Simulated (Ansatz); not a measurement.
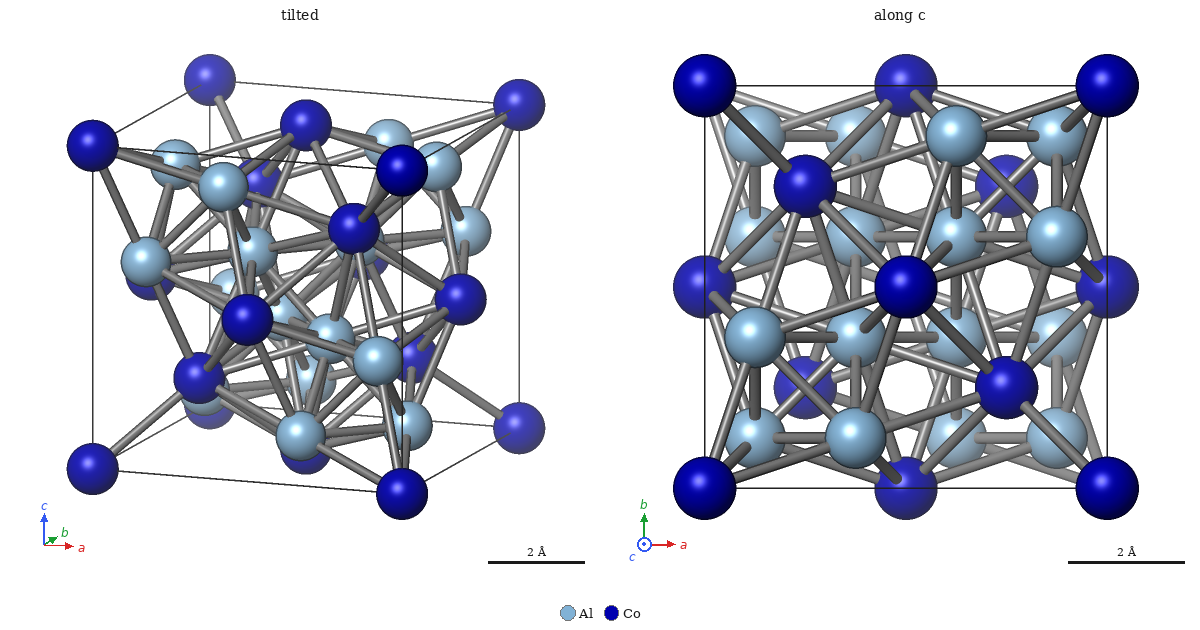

An orthographic ball-and-stick view of the structure, slightly off an axis and along the c axis. The conventional unit cell is drawn as a box.

Al₂Co, space group Fd-3m (No. 227), a = 6.95 Å, b = 6.95 Å, c = 6.95 Å, α = 90.00°, β = 90.00°, γ = 90.00°.

Run with DFT PBE, scalar-relativistic, plane waves, PAW in Ansatz 0.2.0 and these settings: a basis cut at 420 eV, k-points about 0.16 Å⁻¹ apart, Gaussian smearing of 0.1 eV, collinear spins. The state is ferromagnetic, in a cell of 6 atoms.

Classify it as metallic or gapped, with the value.

Answer. A metal: bands cross the Fermi level.

Would the cell expand or shrink if it could?

Answer. The computed pressure is 0.0 GPa, close to zero.

The starting point was a structure type filled with these elements by a generator (whether the compound takes this form wasn't checked). Earlier steps of the study may have refined or changed the cell and positions. It was the input of a calculation with Ansatz.
